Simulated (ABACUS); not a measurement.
Run report: Bi, band-structure run (part 1 of 2)

System: Bi (Im-3m, 1 atom in the cell).
Method: Kohn-Sham DFT of a periodic cell, PBE, GBRV ultrasoft 1.5 PBE, no spin polarisation (ABACUS 3.10.1).

The structure derives from a Materials Project entry.

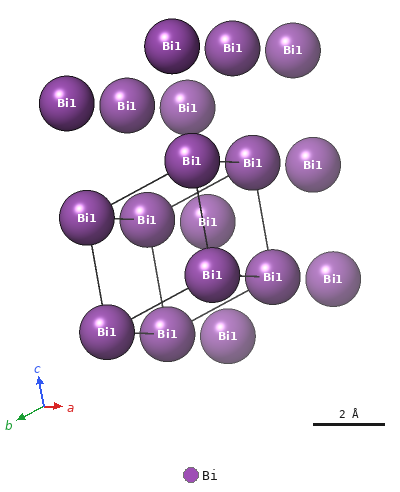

*The structure (spheres-only view of the cell of the calculation, repeated 2 × 1 × 2, seen at an oblique angle; atoms are numbered from 1 in the order of the input).*

### Input
```
INPUT_PARAMETERS
suffix              Bi
calculation         scf
basis_type          pw
pseudo_dir          ./
symmetry            1
dft_functional      pbe
ecutwfc             40
pseudo_rcut         10
nspin               1
nbands              18
ks_solver           dav
smearing_method     fd
smearing_sigma      0.00367493
scf_thr             1e-08
scf_nmax            100
mixing_type         broyden
mixing_beta         0.7
cal_force           1
cal_stress          1
ecutrho             320
out_chg             1
out_pot             2
out_elf             0
kpar                4
```

### File STRU
```
ATOMIC_SPECIES
Bi 208.9804 bi_pbe_v1.uspp.F.UPF

LATTICE_CONSTANT
6.4854235633

LATTICE_VECTORS
-0.5773502692 0.5773502692 0.5773502692
0.5773502692 -0.5773502692 0.5773502692
0.5773502692 0.5773502692 -0.5773502692

ATOMIC_POSITIONS
Cartesian

Bi
0.0
1
0.0000000000 0.0000000000 0.0000000000 1 1 1
```

### File KPT
```
K_POINTS
0
Gamma
7 7 7 0 0 0
```

Machine: 4 threads of Intel Xeon (Sapphire Rapids), 16 GiB of memory available, shared host.

Run as:
```bash
OMP_NUM_THREADS=1 mpirun -np 4 abacus > log
```

### Output
```
ABACUS v3.10.1

               Atomic-orbital Based Ab-initio Computation at UStc

 ------------------------------------------------------------------------------------

 READING GENERAL INFORMATION
                           global_out_dir = OUT.Bi/
                           global_in_card = INPUT
                               pseudo_dir = ./
                              orbital_dir =
                                    DSIZE = 4
                                    GSIZE = 1

 READING UNITCELL INFORMATION
                                    ntype = 1
                  lattice constant (Bohr) = 6.48542
              lattice constant (Angstrom) = 3.43194

 READING ATOM TYPE 1
                               atom label = Bi
                      L=0, number of zeta = 1
                      L=1, number of zeta = 1
                      L=2, number of zeta = 1
             number of atom for this type = 1

                        TOTAL ATOM NUMBER = 1
CARTESIAN COORDINATES ( UNIT =       6.485423563300 Bohr ).
    atom                   x                   y                   z     mag                  vx                  vy                  vz
tauc_Bi1            0.0000000000        0.0000000000        0.0000000000  0.0000        0.0000000000        0.0000000000        0.0000000000

                          Volume (Bohr^3) = 209.987
                             Volume (A^3) = 31.1169

 Lattice vectors: (Cartesian coordinate: in unit of a_0)
             -0.57735            +0.57735            +0.57735
             +0.57735            -0.57735            +0.57735
             +0.57735            +0.57735            -0.57735
 Reciprocal vectors: (Cartesian coordinate: in unit of 2 pi/a_0)
                   +0           +0.866025           +0.866025
            +0.866025                  +0           +0.866025
            +0.866025           +0.866025                  +0
 The esolver type has been set to : ksdft_pw

                PAO radial cut off (Bohr) = 10

 Read in pseudopotential file is bi_pbe_v1.uspp.F.UPF
                     pseudopotential type = US
          exchange-correlation functional = PBE
                 nonlocal core correction = 1
                        valence electrons = 15
                                     lmax = 2
                           number of zeta = 3
                     number of projectors = 6
                           L of projector = 0
                           L of projector = 0
                           L of projector = 1
                           L of projector = 1
                           L of projector = 2
                           L of projector = 2
     initial pseudo atomic orbital number = 9

 SETUP THE ELECTRONS NUMBER
            electron number of element Bi = 15
      total electron number of element Bi = 15
            AUTOSET number of electrons:  = 15
                           occupied bands = 8
                                   NBANDS = 18
                                   NLOCAL = 9

%%%%%%%%%%%%%%%%%%%%%%%%%%%%%%%%%%%%%%%%%%%%%%%%%%%%%%%%%%%%%%%%%%%%%%%%%%%%%%%%%%%%%%%%%%%%%%%%%%%%%%%%%%
 Warning: the number of valence electrons in pseudopotential > 5 for Bi: [Xe] 4f14 5d10 6s2 6p3
 Pseudopotentials with additional electrons can yield (more) accurate outcomes, but may be less efficient.
 If you're confident that your chosen pseudopotential is appropriate, you can safely ignore this warning.
%%%%%%%%%%%%%%%%%%%%%%%%%%%%%%%%%%%%%%%%%%%%%%%%%%%%%%%%%%%%%%%%%%%%%%%%%%%%%%%%%%%%%%%%%%%%%%%%%%%%%%%%%%

 SETUP THE PLANE WAVE BASIS
 energy cutoff for charge/potential (unit:Ry) = 160
            fft grid for charge/potential = [ 27, 27, 27 ]
                        fft grid division = [ 1, 1, 1 ]
        big fft grid for charge/potential = [ 40, 40, 40 ]
                                     nbxx = 64000
                                     nrxx = 19683

 SETUP PLANE WAVES FOR CHARGE/POTENTIAL
                    number of plane waves = 7107
                         number of sticks = 499

 PARALLEL PW FOR CHARGE/POTENTIAL
     PROC   COLUMNS(POT)             PW
        1            499           7107
 --------------- sum -------------------
        1            499           7107
                            number of |g| = 106
                                  max |g| = 169.5
                                  min |g| = 0

 energy cutoff for dense charge/potential (unit:Ry) = 320
      fft grid for dense charge/potential = [ 40, 40, 40 ]
                                     nrxx = 64000

 SETUP PLANE WAVES FOR dense CHARGE/POTENTIAL
                    number of plane waves = 20377
                         number of sticks = 1019

 PARALLEL PW FOR dense CHARGE/POTENTIAL
     PROC   COLUMNS(POT)             PW
        1           1019          20377
 --------------- sum -------------------
        1           1019          20377
                            number of |g| = 210
                                  max |g| = 340.5
                                  min |g| = 0

----------- Double Check Mixing Parameters Begin ------------
mixing_type: broyden
mixing_beta: 0.7
mixing_gg0: 1
mixing_gg0_min: 0.1
mixing_ndim: 8
----------- Double Check Mixing Parameters End ------------

 LATTICE VECTORS: (CARTESIAN COORDINATE: IN UNIT OF A0)
             -0.57735            +0.57735            +0.57735
             +0.57735            -0.57735            +0.57735
             +0.57735            +0.57735            -0.57735
                       right hand lattice = 1
                                   NORM_A = 1
                                   NORM_B = 1
                                   NORM_C = 1
                           ALPHA (DEGREE) = 109.471
                           BETA  (DEGREE) = 109.471
                           GAMMA (DEGREE) = 109.471

 The lattice vectors have been changed (STRU_SIMPLE.cif)

(for optimal symmetric configuration:)
                             BRAVAIS TYPE = 2
                     BRAVAIS LATTICE NAME = 02. Cubic I (body-centered)
                                    ibrav = 2
                                    IBRAV = 2
                                  BRAVAIS = BODY CENTERED CUBIC
                       LATTICE CONSTANT A = 1.1547
Original cell was already a primitive cell.
                        ROTATION MATRICES = 48
              PURE POINT GROUP OPERATIONS = 48
                   SPACE GROUP OPERATIONS = 48
                              POINT GROUP = O_h
               POINT GROUP IN SPACE GROUP = O_h

 SETUP K-POINTS
                                    nspin = 1
                   Input type of k points = Monkhorst-Pack(Gamma)
                                   nkstot = 343
                       right hand lattice = 1
(for reciprocal lattice: )
                             BRAVAIS TYPE = 3
                     BRAVAIS LATTICE NAME = 03. Cubic F (face-centered)
                                    ibrav = 3
                       right hand lattice = 1
(for k-lattice: )
                             BRAVAIS TYPE = 3
                     BRAVAIS LATTICE NAME = 03. Cubic F (face-centered)
                                    ibrav = 3
                       right hand lattice = 1
                        ROTATION MATRICES = 48
                               nkstot_ibz = 20
K-POINTS REDUCTION ACCORDING TO SYMMETRY
     IBZ    DIRECT_X    DIRECT_Y    DIRECT_Z  WEIGHT  ibz2bz
       1  0.00000000  0.00000000  0.00000000  0.0029       0
       2 -0.14285714  0.14285714  0.00000000  0.0350       1
       3 -0.28571429  0.28571429  0.00000000  0.0350       2
       4 -0.42857143  0.42857143  0.00000000  0.0350       3
       5 -0.14285714 -0.14285714  0.28571429  0.0700       8
       6 -0.14285714 -0.28571429  0.42857143  0.1399       9
       7  0.42857143  0.42857143  0.14285714  0.0700      10
       8  0.42857143  0.28571429  0.28571429  0.0700      16
       9 -0.14285714 -0.14285714  0.42857143  0.0233      57
      10  0.42857143  0.28571429  0.14285714  0.0700      58
      11 -0.14285714  0.14285714  0.14285714  0.0175      62
      12  0.28571429  0.28571429  0.28571429  0.0233      65
      13  0.28571429  0.14285714 -0.28571429  0.0700      68
      14 -0.42857143  0.42857143  0.14285714  0.0700      74
      15 -0.42857143  0.28571429  0.28571429  0.0700      75
      16  0.42857143  0.28571429  0.42857143  0.0700      81
      17  0.28571429  0.28571429 -0.28571429  0.0175     117
      18 -0.42857143  0.42857143  0.28571429  0.0700     123
      19  0.42857143  0.42857143  0.42857143  0.0233     130
      20 -0.42857143  0.42857143  0.42857143  0.0175     172

                               nkstot now = 20
[... K-POINTS DIRECT COORDINATES: 20 rows ...]

           k-point number in this process = 5
       minimum distributed K point number = 5
[... stars of the k points ...]

[... K-POINTS CARTESIAN COORDINATES: 5 rows ...]

[... K-POINTS DIRECT COORDINATES: 5 rows ...]

 SETUP PLANE WAVES FOR WAVE FUNCTIONS
     energy cutoff for wavefunc (unit:Ry) = 40
              fft grid for wave functions = [ 27, 27, 27 ]
                    number of plane waves = 1157
                         number of sticks = 151

 PARALLEL PW FOR WAVE FUNCTIONS
     PROC   COLUMNS(POT)             PW
        1            151           1157
 --------------- sum -------------------
        1            151           1157

 SETUP NONLOCAL PSEUDOPOTENTIALS IN PLANE WAVE BASIS
 Bi non-local projectors:
 projector 1 L=0
 projector 2 L=0
 projector 3 L=1
 projector 4 L=1
 projector 5 L=2
 projector 6 L=2
      TOTAL NUMBER OF NONLOCAL PROJECTORS = 18

 Init Non-Local PseudoPotential table :
 Init Non-Local-Pseudopotential done.

                                     npwx = 935

 Make real space PAO into reciprocal space.
       max mesh points in Pseudopotential = 789
     dq(describe PAO in reciprocal space) = 0.01
                                    max q = 763

 number of pseudo atomic orbitals for Bi is 3
WARNING: norm of atomic wavefunction # 3 of atomic type Bi is 0.99999, renormalized

 -------------------------------------------
 SELF-CONSISTENT
 -------------------------------------------
                                 init_chg = atomic

 PW ALGORITHM --------------- ION=   1  ELEC=   1--------------------------------

 Density error is 0.679596106406
                          Error Threshold = 0.01
----------------------------------------------------------
     Energy           Rydberg                 eV
----------------------------------------------------------
 E_KohnSham     -185.0898276795      -2518.2762982799
 E_Harris       -192.7930077011      -2623.0834392926
 E_Fermi        0.9449222102         12.8563262259
----------------------------------------------------------

 PW ALGORITHM --------------- ION=   1  ELEC=   2--------------------------------

 Density error is 0.0103886326119
                          Error Threshold = 0.00453064070937
```
